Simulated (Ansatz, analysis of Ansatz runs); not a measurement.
## F+ centre in corundum: optical absorption band, HSE06 on PBE structures

Aim: the optical absorption band of the F+ centre in corundum, to be set beside the measurement. Set-up: HSE06 on PBE structures, 80-site cell, PBE lattice, 420 eV, k: the zone centre alone. The model is a cell of 80 host atoms with 1 O taken out. The excitation energy is a difference of total energies with one electron moved up within one spin channel. Exact exchange opens the gap, stiffens bonds and lessens the self-interaction error, at many times the cost.

**The experiment.** Vertical absorption energy (lower of two bands): 4.8 eV, by optical absorption (radiation-induced, RIOA) at RT, neutron-irradiated crystal (quoted in “Detection of hidden oxygen interstitials in neutron-irradiated corundum crystals”, 2022, A. Lushchik et al., quoting earlier work (1977)). The calculation is set beside it at the end.

Calculated with Ansatz 0.2.0; plane-wave PAW DFT, PBE; relaxation of all atoms of a defect supercell.

## (1) The structure

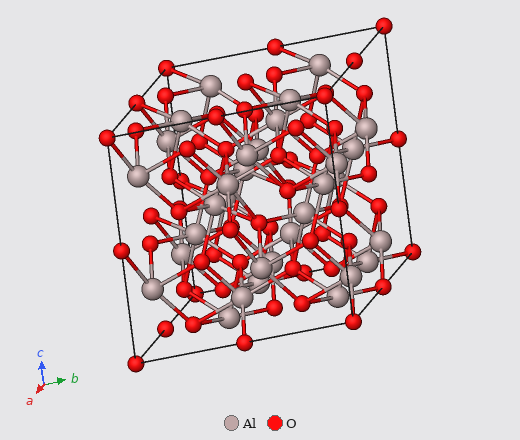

The cell as given, slightly off an axis (aluminium light grey, oxygen red). Bonds to atoms that aren't drawn are left out. Some periodic images of atoms are drawn too.

The cell holds 79 atoms: 32 Al and 47 O. Its edges and angles: a = 10.362 Å, b = 10.362 Å, c = 10.362 Å, α = 55.3°, β = 55.3°, γ = 55.3°. It derives from Al2O3 (space group R-3c). Nearest the centre at fractional (0.375, 0.722, 0.528): Al71 at 1.87 Å, Al31 at 1.87 Å, Al24 at 1.99 Å, Al23 at 1.99 Å, O8 at 2.55 Å, O69 at 2.55 Å, O65 at 2.65 Å, O26 at 2.65 Å. The cell carries charge +1.

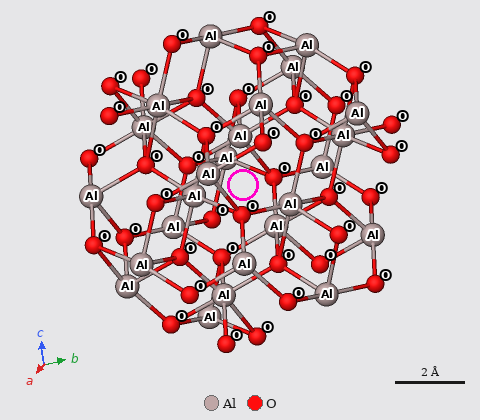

The atoms within 5 Å of the centre. A ring marks the centre wherever it is empty.

The host's primitive cell comes from a first run (plane-wave PAW DFT, PBE; relaxation of the host's cell and atoms): vectors of 5.181, 5.181 and 5.181 Å. That is 8.76 Å³ an atom, 3.0 % over the diffraction cell's volume. The supercell is built on it.

## (2) Relaxation, charge +1

Every later number rests on the structure around the defect, so the atoms are relaxed at the host's lattice first.

File relax/input.yaml:

```yaml
relax:
  f_tol: 0.02
  max_steps: 80
  escape_saddle: false
crystal:
  lattice:
    - [4.80871308, 2.77631179, 8.74900355]
    - [-4.80871308, 2.77631179, 8.74900355]
    - [0.0, -5.55262359, 8.74900355]
  atoms:
    - { symbol: Al, position: [0.176072736, 0.176072736, 0.176072736] }
    - { symbol: Al, position: [0.073927264, 0.073927264, 0.073927264] }
    - { symbol: Al, position: [0.323927264, 0.323927264, 0.323927264] }
    - { symbol: Al, position: [0.426072736, 0.426072736, 0.426072736] }
    - { symbol: O, position: [0.278085818, 0.471914182, 0.125] }
    - { symbol: O, position: [0.125, 0.278085818, 0.471914182] }
    - { symbol: O, position: [0.471914182, 0.125, 0.278085818] }
    - { symbol: O, position: [0.221914182, 0.028085818, 0.375] }
    - { symbol: O, position: [0.375, 0.221914182, 0.028085818] }
    - { symbol: O, position: [0.028085818, 0.375, 0.221914182] }
    - { symbol: Al, position: [0.176072736, 0.176072736, 0.676072736] }
    - { symbol: Al, position: [0.073927264, 0.073927264, 0.573927264] }
    - { symbol: Al, position: [0.323927264, 0.323927264, 0.823927264] }
    - { symbol: Al, position: [0.426072736, 0.426072736, 0.926072736] }
    - { symbol: O, position: [0.278085818, 0.471914182, 0.625] }
    - { symbol: O, position: [0.125, 0.278085818, 0.971914182] }
    - { symbol: O, position: [0.471914182, 0.125, 0.778085818] }
    - { symbol: O, position: [0.221914182, 0.028085818, 0.875] }
    - { symbol: O, position: [0.375, 0.221914182, 0.528085818] }
    - { symbol: O, position: [0.028085818, 0.375, 0.721914182] }
    - { symbol: Al, position: [0.176072736, 0.676072736, 0.176072736] }
    - { symbol: Al, position: [0.073927264, 0.573927264, 0.073927264] }
    - { symbol: Al, position: [0.323927264, 0.823927264, 0.323927264] }
    - { symbol: Al, position: [0.426072736, 0.926072736, 0.426072736] }
    - { symbol: O, position: [0.278085818, 0.971914182, 0.125] }
    - { symbol: O, position: [0.125, 0.778085818, 0.471914182] }
    - { symbol: O, position: [0.471914182, 0.625, 0.278085818] }
    - { symbol: O, position: [0.221914182, 0.528085818, 0.375] }
    - { symbol: O, position: [0.375, 0.721914182, 0.028085818] }
    - { symbol: O, position: [0.028085818, 0.875, 0.221914182] }
    - { symbol: Al, position: [0.176072736, 0.676072736, 0.676072736] }
    - { symbol: Al, position: [0.073927264, 0.573927264, 0.573927264] }
    - { symbol: Al, position: [0.323927264, 0.823927264, 0.823927264] }
    - { symbol: Al, position: [0.426072736, 0.926072736, 0.926072736] }
    - { symbol: O, position: [0.278085818, 0.971914182, 0.625] }
    - { symbol: O, position: [0.125, 0.778085818, 0.971914182] }
    - { symbol: O, position: [0.471914182, 0.625, 0.778085818] }
    - { symbol: O, position: [0.221914182, 0.528085818, 0.875] }
    - { symbol: O, position: [0.028085818, 0.875, 0.721914182] }
    - { symbol: Al, position: [0.676072736, 0.176072736, 0.176072736] }
    - { symbol: Al, position: [0.573927264, 0.073927264, 0.073927264] }
    - { symbol: Al, position: [0.823927264, 0.323927264, 0.323927264] }
    - { symbol: Al, position: [0.926072736, 0.426072736, 0.426072736] }
    - { symbol: O, position: [0.778085818, 0.471914182, 0.125] }
    - { symbol: O, position: [0.625, 0.278085818, 0.471914182] }
    - { symbol: O, position: [0.971914182, 0.125, 0.278085818] }
    - { symbol: O, position: [0.721914182, 0.028085818, 0.375] }
    - { symbol: O, position: [0.875, 0.221914182, 0.028085818] }
    - { symbol: O, position: [0.528085818, 0.375, 0.221914182] }
    - { symbol: Al, position: [0.676072736, 0.176072736, 0.676072736] }
    - { symbol: Al, position: [0.573927264, 0.073927264, 0.573927264] }
    - { symbol: Al, position: [0.823927264, 0.323927264, 0.823927264] }
    - { symbol: Al, position: [0.926072736, 0.426072736, 0.926072736] }
    - { symbol: O, position: [0.778085818, 0.471914182, 0.625] }
    - { symbol: O, position: [0.625, 0.278085818, 0.971914182] }
    - { symbol: O, position: [0.971914182, 0.125, 0.778085818] }
    - { symbol: O, position: [0.721914182, 0.028085818, 0.875] }
    - { symbol: O, position: [0.875, 0.221914182, 0.528085818] }
    - { symbol: O, position: [0.528085818, 0.375, 0.721914182] }
    - { symbol: Al, position: [0.676072736, 0.676072736, 0.176072736] }
    - { symbol: Al, position: [0.573927264, 0.573927264, 0.073927264] }
    - { symbol: Al, position: [0.823927264, 0.823927264, 0.323927264] }
    - { symbol: Al, position: [0.926072736, 0.926072736, 0.426072736] }
    - { symbol: O, position: [0.778085818, 0.971914182, 0.125] }
    - { symbol: O, position: [0.625, 0.778085818, 0.471914182] }
    - { symbol: O, position: [0.971914182, 0.625, 0.278085818] }
    - { symbol: O, position: [0.721914182, 0.528085818, 0.375] }
    - { symbol: O, position: [0.875, 0.721914182, 0.028085818] }
    - { symbol: O, position: [0.528085818, 0.875, 0.221914182] }
    - { symbol: Al, position: [0.676072736, 0.676072736, 0.676072736] }
    - { symbol: Al, position: [0.573927264, 0.573927264, 0.573927264] }
    - { symbol: Al, position: [0.823927264, 0.823927264, 0.823927264] }
    - { symbol: Al, position: [0.926072736, 0.926072736, 0.926072736] }
    - { symbol: O, position: [0.778085818, 0.971914182, 0.625] }
    - { symbol: O, position: [0.625, 0.778085818, 0.971914182] }
    - { symbol: O, position: [0.971914182, 0.625, 0.778085818] }
    - { symbol: O, position: [0.721914182, 0.528085818, 0.875] }
    - { symbol: O, position: [0.875, 0.721914182, 0.528085818] }
    - { symbol: O, position: [0.528085818, 0.875, 0.721914182] }
total_charge: 1
basis:
  ecutwfc: 420
  xc_grid: 2
hamiltonian:
  xc: pbe
kpoints:
  mp_grid: { grid: [1, 1, 1] }
magnetization:
  spin_polarized: true
  initial_magnetization: 1
  spin_locking: { lock_magnetization: hard }
scf:
  occupations: { method: fermi_dirac, width: 0.01 }
  max_iter: 120
output:
  forces: true
checkpoint:
  write: "../relax.run"
  compress: false
  write_wavefunctions: true
  write_every: 100000
```

The run is started by

```console
> ansatz run input.yaml --threads 2 --pin off --max-ram 3768MiB --backend cpu --events-out ev --progress --plain --runs-dir out
```

Numbers of over 12 decimals in the logs are rounded to 6 here.

Output:

```text
[... repeated set-up lines and file paths are left out, and long positions are rounded to six places ...]
Engine: ansatz 0.2.0, x86_64-unknown-linux-gnu
Pseudopotentials: kind: paw
Pseudopotential: Al, paw, valence charge 3, recommended cutoff 420 eV (normal), Al.paw.azcp
Pseudopotential: O, paw, valence charge 6, recommended cutoff 420 eV (normal), O.paw.azcp
Functional definition: PBE
  parameter kappa = 0.804
  parameter beta = 0.066725
  exchange = pbe_x(kappa = kappa, mu = beta*pi^2/3)
  correlation = pbe_c(beta = beta)
Crystal: 79 atoms, lattice volume = 700.821 Å³
Basis set: ecut = 420 eV, 13757 PW (Γ), exchange–correlation on 144×144×144 points (8 copies of the dense FFT grid, shifted against one another)
Bands: 268, of which v1, the nominal top of the filled ones, is band 189 counted from 1 (188 counted from 0)
Symmetry: 2 space group operations
Space group: C2 (ITA 5), of the structure as read, at distance tolerance 8.9e-5 Å
Magnetic group: BNS 5.13 (UNI 20), of the structure as read, at distance tolerance 8.9e-5 Å
k-points: 1
Non-local potential: Al, projectors of the file, l = 0: 2, l = 1: 2, l = 2: 1
Non-local potential: O, projectors of the file, l = 0: 2, l = 1: 2, l = 2: 1
PAW form: soft (Blöchl's): semilocal exchange-correlation on the pseudo side does not see the compensation charge
PAW one-centre angular grid: Al, 110 points (default); XC on 64 Gauss nodes
PAW one-centre angular grid: O, 110 points (default); XC on 64 Gauss nodes
Initial density: superposition of atomic densities (chi_scale 0.1, normalization cell, long waves kept (reshape's long-wave potential 0.19 eV rms))
Starting moments: Σ|m| = 1 μB on 79 of 79 sites
Initial wavefunctions: pseudopotential atomic-orbital guess
Functional: x = pbe(κ = 0.804, μ = 0.219515), c = pbe(β = 0.066725)
SCF iter   1: F=—  HF=-44025.862114 eV  |F-HF|=—  |Δ(HF+E_count)|=         —  Δρ=6.50e-2 (↑6.39e-2 ↓6.50e-2)  dr2=1.13e2  dr2_m=8.50e-2  M=1.000 μB ∫|m|=1.012 μB  β_m=0.30  ethr=3.10e-3  ⟨swp⟩=6.0  Hψ=2282  notcnv=0  defer=86
preconditioner: auto → Resta (q_TF=auto, 2.460 Å⁻¹)  ε∞=3.3  [insulator: Δε(μ)=3.494 eV  Ē_g=17.965 eV  σ=0.010 eV  W_gap=1.00  n_scr=174 (ndim 8)  ℏωp=27.2 eV  f_vac=0.000  D(μ)=0.00/eV (n_scr^D=0)  ε∞_Penn≈3.3]
spin=Collinear: Resta preconditioning applied to the charge; magnetization (m = ρ↑ − ρ↓) channel mixes plain (no charge-response kernel on spin).
SCF iter   2: F=—  HF=-44000.208736 eV  |F-HF|=—  |Δ(HF+E_count)|=    2.57e1  Δρ=3.01e-2 (↑2.94e-2 ↓3.01e-2)  dr2=2.57e1  dr2_m=4.47e-2  M=1.000 μB ∫|m|=1.014 μB  β_m=0.42  ethr=3.10e-3  ⟨swp⟩=3.0  Hψ=984  notcnv=0  defer=150
SCF iter   3: F=—  HF=-43994.385422 eV  |F-HF|=—  |Δ(HF+E_count)|=    5.82e0  Δρ=1.36e-2 (↑1.35e-2 ↓1.36e-2)  dr2=2.52e0  dr2_m=9.13e-3  M=1.000 μB ∫|m|=1.048 μB  β_m=0.71  ethr=3.10e-3  ⟨swp⟩=2.0  Hψ=845  notcnv=0  defer=150
SCF iter   4: F=—  HF=-43994.347729 eV  |F-HF|=—  |Δ(HF+E_count)|=   3.77e-2  Δρ=1.02e-3 (↑1.02e-3 ↓9.57e-4)  dr2=2.07e-2  dr2_m=7.89e-5  M=1.000 μB ∫|m|=1.050 μB  β_m=0.77  ethr=6.68e-4  ⟨swp⟩=3.0  Hψ=910  notcnv=0  defer=150
SCF iter   5: F=—  HF=-43994.361009 eV  |F-HF|=—  |Δ(HF+E_count)|=   1.33e-2  Δρ=4.55e-4 (↑4.53e-4 ↓4.55e-4)  dr2=3.92e-3  dr2_m=9.03e-6  M=1.000 μB ∫|m|=1.047 μB  β_m=0.77  ethr=5.48e-6  ⟨swp⟩=3.0  Hψ=777  notcnv=0  defer=150
SCF iter   6: F=—  HF=-43994.363025 eV  |F-HF|=—  |Δ(HF+E_count)|=   2.02e-3  Δρ=2.27e-4 (↑2.27e-4 ↓2.22e-4)  dr2=1.05e-3  dr2_m=2.09e-6  M=1.000 μB ∫|m|=1.046 μB  β_m=0.75  ethr=1.04e-6  ⟨swp⟩=2.0  Hψ=772  notcnv=0  defer=150
SCF iter   7: F=—  HF=-43994.363353 eV  |F-HF|=—  |Δ(HF+E_count)|=   3.29e-4  Δρ=8.78e-5 (↑8.78e-5 ↓8.37e-5)  dr2=1.63e-4  dr2_m=3.62e-7  M=1.000 μB ∫|m|=1.046 μB  β_m=0.87  ethr=2.78e-7  ⟨swp⟩=2.0  Hψ=764  notcnv=0  defer=150
SCF iter   8: F=—  HF=-43994.363470 eV  |F-HF|=—  |Δ(HF+E_count)|=   1.16e-4  Δρ=3.67e-5 (↑3.60e-5 ↓3.67e-5)  dr2=2.79e-5  dr2_m=2.18e-8  M=1.000 μB ∫|m|=1.046 μB  β_m=0.71  ethr=4.33e-8  ⟨swp⟩=2.0  Hψ=762  notcnv=0  defer=150
SCF iter   9: F=-43994.363474 eV  HF=-43994.363473 eV  |F-HF|=2.64e-7  |Δ(HF+E_count)|=   3.80e-6  Δρ=4.59e-6 (↑4.53e-6 ↓4.59e-6)  dr2=5.15e-7  dr2_m=1.70e-9  M=1.000 μB ∫|m|=1.046 μB  ethr=2.65e-9  ⟨swp⟩=4.0  Hψ=1300  notcnv=0
SCF 1 converged in 9 iterations: F = -43994.363474 eV  dr2 = 5.15e-7
  greatest PAW one-centre occupation: 0.860 electrons in one spin orbital (limit 2), on the O atom at site 68 (counted from 0), in its partial waves of l = 0
relax step   1: F+E_penalty+E_count = -43994.36347369 eV  Δ(F+E_penalty+E_count) = +0.000e0 eV  max|allowed force component| = 1.952e0 eV/Å  Δτ_max = 0.0000 Å  (9 SCF iters, dr2 threshold 1.00e-5 eV, accepted)
[... the SCF cycles and remarks between the steps are left out from here to the last step ...]
relax step   2: F+E_penalty+E_count = -43994.99447906 eV  Δ(F+E_penalty+E_count) = -6.310e-1 eV  max|allowed force component| = 5.985e-1 eV/Å  Δτ_max = 0.0873 Å  (5 SCF iters, dr2 threshold 1.00e-4 eV, accepted)
relax step   3: F+E_penalty+E_count = -43995.11697021 eV  Δ(F+E_penalty+E_count) = -1.225e-1 eV  max|allowed force component| = 1.652e-1 eV/Å  Δτ_max = 0.0264 Å  (5 SCF iters, dr2 threshold 2.24e-5 eV, accepted)
relax step   4: F+E_penalty+E_count = -43995.13413273 eV  Δ(F+E_penalty+E_count) = -1.716e-2 eV  max|allowed force component| = 5.686e-2 eV/Å  Δτ_max = 0.0225 Å  (5 SCF iters, dr2 threshold 2.08e-6 eV, accepted)
SCF iter   1: F=—  HF=-43995.135976 eV  |F-HF|=—  |Δ(HF+E_count)|=         —  Δρ=1.85e-4 (↑1.81e-4 ↓1.85e-4)  dr2=9.64e-4  dr2_m=1.35e-6  M=1.000 μB ∫|m|=1.041 μB  β_m=0.30  ethr=2.05e-6  ⟨swp⟩=5.5  Hψ=1494  notcnv=0  defer=150
SCF iter   2: F=—  HF=-43995.135813 eV  |F-HF|=—  |Δ(HF+E_count)|=   1.63e-4  Δρ=1.31e-4 (↑1.28e-4 ↓1.31e-4)  dr2=4.85e-4  dr2_m=7.72e-7  M=1.000 μB ∫|m|=1.041 μB  β_m=0.65  ethr=2.56e-7  ⟨swp⟩=1.0  Hψ=618  notcnv=0  defer=150
SCF iter   3: F=—  HF=-43995.135670 eV  |F-HF|=—  |Δ(HF+E_count)|=   1.43e-4  Δρ=2.75e-5 (↑2.66e-5 ↓2.75e-5)  dr2=1.38e-5  dr2_m=3.34e-8  M=1.000 μB ∫|m|=1.041 μB  β_m=0.63  ethr=1.29e-7  ⟨swp⟩=2.0  Hψ=669  notcnv=0  defer=150
SCF iter   4: F=—  HF=-43995.136251 eV  |F-HF|=—  |Δ(HF+E_count)|=   5.81e-4  Δρ=9.88e-6 (↑9.88e-6 ↓9.84e-6)  dr2=2.08e-6  dr2_m=7.33e-9  M=1.000 μB ∫|m|=1.041 μB  β_m=0.77  ethr=3.66e-9  ⟨swp⟩=2.0  Hψ=727  notcnv=0  defer=150
SCF iter   5: F=—  HF=-43995.136251 eV  |F-HF|=—  |Δ(HF+E_count)|=   2.46e-8  Δρ=2.42e-6 (↑2.37e-6 ↓2.42e-6)  dr2=1.36e-7  dr2_m=4.00e-10  M=1.000 μB ∫|m|=1.041 μB  β_m=0.76  ethr=5.51e-10  ⟨swp⟩=2.0  Hψ=655  notcnv=0  defer=150
SCF iter   6: F=-43995.136251 eV  HF=-43995.136251 eV  |F-HF|=9.28e-9  |Δ(HF+E_count)|=   3.78e-9  Δρ=1.10e-6 (↑1.07e-6 ↓1.10e-6)  dr2=2.27e-8  dr2_m=7.36e-11  M=1.000 μB ∫|m|=1.041 μB  ethr=2.65e-11  ⟨swp⟩=3.0  Hψ=1212  notcnv=0
SCF 5 converged in 6 iterations: F = -43995.136251 eV  dr2 = 2.27e-8
relax step   5: F+E_penalty+E_count = -43995.13625077 eV  Δ(F+E_penalty+E_count) = -2.118e-3 eV  max|allowed force component| = 2.082e-3 eV/Å  Δτ_max = 0.0057 Å  (6 SCF iters, accepted)
NSCF: frozen V_eff on 1 k-points
the band table was solved once a step of the walk had ended and its energy, with any forces and stress, was formed, with the checks that follow a solve (2517 applications of the Hamiltonian). They found nothing against the state; [...]
SCF converged after 6 iterations
Stability checked in part: among states of this total moment the steps that led to this state did not find it unstable. No probe was made; neither looks for a lower state of another moment (fixed_total_moment; see scf.lower_state_search)
Magnetization: 1.0000 μB (189.0000 up, 188.0000 down)
Absolute magnetization: 1.0454 μB (∫|ρ↑−ρ↓|, with the PAW one-centre terms)
Spin contamination: 0.0023 ħ² per cell (⟨S²⟩ above its minimum at these occupations)
Per-site moments (μB) at R_I (Å): [(0.00152254, 0.768410), (0.000156881, 0.769741), (7.720173954410751e-5, 0.771235), [... 76 left out ...]
Free energy (F): -43995.136251 eV
Harris-Foulkes:  -43995.136251 eV  (|F-HF|=9.28e-9)
Internal energy: -43995.136251 eV  (E = F + TS)
E sigma→0 (E₀):  -43995.136251 eV
Fermi energy:    10.331064 (↑ 11.488345, ↓ 9.153741) eV
--- Per-component energies (eV) ---
  E_band       = 378.670268
  E_kinetic    = 9230.511137
  E_local      = -16162.772980  (includes V_loc(G=0)·N_el)
  E_nonlocal   = 2537.581434
  E_hartree    = 6024.419279
  E_xc         = -4812.203006
  E_vxc        = -5452.749475  (∫ρ·V_xc dr)
  E_paw        = -22407.948317  (= ΣΔE_a)
  E_vpaw       = -1822.864987  (= ΣTr[D̂ρ^β])
  E_aug_tail   = 0.118577  (compensation charges beyond the density's cutoff)
  E_ewald      = -18404.842374
  E_smearing   = -0.000000  (= −TS)
  E_closure    = 0.000000  (closes the sum)
  E_deformation_potential = 18.019471  (in the stress; not in F)
  Σ components = -43995.136251   (vs F -43995.136251, Δ=0.00e0)
--- Forces (eV/Å), atoms counted from 1 ---
  atom   1  Al     0.00092319     0.00058406     0.00002384
  atom   2  Al    -0.00094760    -0.00031720     0.00036031
  [... 5 atoms left out ...]
  atom   8  O     -0.00041800    -0.00013286     0.00047327
  [... 6 atoms left out ...]
  atom  15  O     -0.00017009     0.00024653     0.00180750
  [... 7 atoms left out ...]
  atom  23  Al     0.00097877    -0.00082599     0.00083033
  atom  24  Al     0.00022595    -0.00126064    -0.00083033
  [... 1 atom left out ...]
  atom  26  O     -0.00047067    -0.00073306     0.00049745
  [... 4 atoms left out ...]
  atom  31  Al    -0.00037814     0.00062338     0.00003138
  [... 5 atoms left out ...]
  atom  37  O     -0.00012846     0.00027056    -0.00180750
  [... 27 atoms left out ...]
  atom  65  O      0.00087018     0.00004108    -0.00049745
  [... 3 atoms left out ...]
  atom  69  O      0.00032406     0.00029557    -0.00047327
  [... 1 atom left out ...]
  atom  71  Al    -0.00035079     0.00063917    -0.00003138
  [... 8 atoms left out ...]
  max |Σ_I F_I| component: 1.74e-5 eV/Å
--- Band table (eV) ---
  k-point 0 ↑: bands = ["-11.7090", "-10.8291", "-10.7575", "-10.7280", [... 260 left out ...] "20.0442", "20.1073", "20.1218", "20.1629"]
  k-point 0 ↓: bands = ["-11.7018", "-10.8186", "-10.7487", "-10.7197", [... 260 left out ...] "20.0717", "20.1392", "20.1459", "20.1785"]
--- Relaxed structure (5 steps of the walk, 5 accepted, 0 SCFs on fresh bases) ---
  F+E_penalty+E_count = -43995.13625077 eV   max|allowed force component| = 2.082e-3 eV/Å
  atoms:
    - { symbol: Al, position: [0.175014, 0.177894, 0.174916] }
    - { symbol: Al, position: [0.073771, 0.074437, 0.072118] }
    [... 5 atoms left out ...]
    - { symbol: O, position: [0.225718, 0.020441, 0.377875] }
    [... 6 atoms left out ...]
    - { symbol: O, position: [0.278195, 0.474253, 0.625236] }
    [... 7 atoms left out ...]
    - { symbol: Al, position: [0.319858, 0.830215, 0.313886] }
    - { symbol: Al, position: [0.430142, 0.936114, 0.419785] }
    [... 1 atom left out ...]
    - { symbol: O, position: [0.127268, 0.777374, 0.472790] }
    [... 4 atoms left out ...]
    - { symbol: Al, position: [0.163500, 0.672136, 0.684428] }
    [... 5 atoms left out ...]
    - { symbol: O, position: [0.471805, 0.624764, 0.775747] }
    [... 27 atoms left out ...]
    - { symbol: O, position: [0.622732, 0.777210, 0.472626] }
    [... 3 atoms left out ...]
    - { symbol: O, position: [0.524282, 0.872125, 0.229559] }
    [... 1 atom left out ...]
    - { symbol: Al, position: [0.586500, 0.565572, 0.577864] }
    [... 8 atoms left out ...]
```

Run time: 59 s. Hardware: 2 threads of Intel Xeon Platinum 8559C (Emerald Rapids), shared host; peak memory 1.5 GiB; 1.9 min of CPU time.

Relaxation path:

| step | energy less that of the first step (eV) | largest force component (eV/Å) |
| --- | --- | --- |
| 1 | 0.0000 | 1.9521 |
| 2 | -0.6310 | 0.5985 |
| 3 | -0.7535 | 0.1652 |
| 4 | -0.7707 | 0.0569 |
| 5 | -0.7728 | 0.0021 |

The run keeps the 2 symmetry operations that it works with, so distortions that break them were not tested.

The atoms that moved most (Å):

```
atom      dx      dy      dz  length
Al71   0.101  -0.010   0.071   0.124
Al31  -0.042  -0.092  -0.071   0.124
Al23  -0.050   0.062  -0.068   0.105
Al24  -0.029   0.074   0.068   0.105
  O8   0.055  -0.027  -0.008   0.062
 O69  -0.004  -0.061   0.008   0.062
 O35   0.039   0.004  -0.039   0.055
 O27  -0.023  -0.032   0.039   0.055
```

The atoms nearest to the centre after the run:

```csv
atom,distance (Å)
Al31,1.996
Al71,1.996
Al23,2.097
Al24,2.097
O8,2.491
O69,2.491
O26,2.621
O65,2.621
```

This step gave:

| Quantity | Value |
| --- | --- |
| free energy | -43995.1363 eV |
| total moment | 1 μB |
| integral of the absolute spin density | 1.045 μB |
| spin contamination | 0.002281 |

(Part 1 of 2 ends here.)

[Logs are printed without paths, hosts, clocks, repeated set-up lines and the standing remarks that a program may print on its own settings, such as how far it seeks lower states.]

[Hosts, paths, dates, database ids (printed as entryN), source tags and the programs' standing remarks are cut or masked in the printed files.]

[For some hosts the program warned that the k-mesh of the response run may be too coarse for force constants and the static dielectric constant; such warnings are not shown here.]
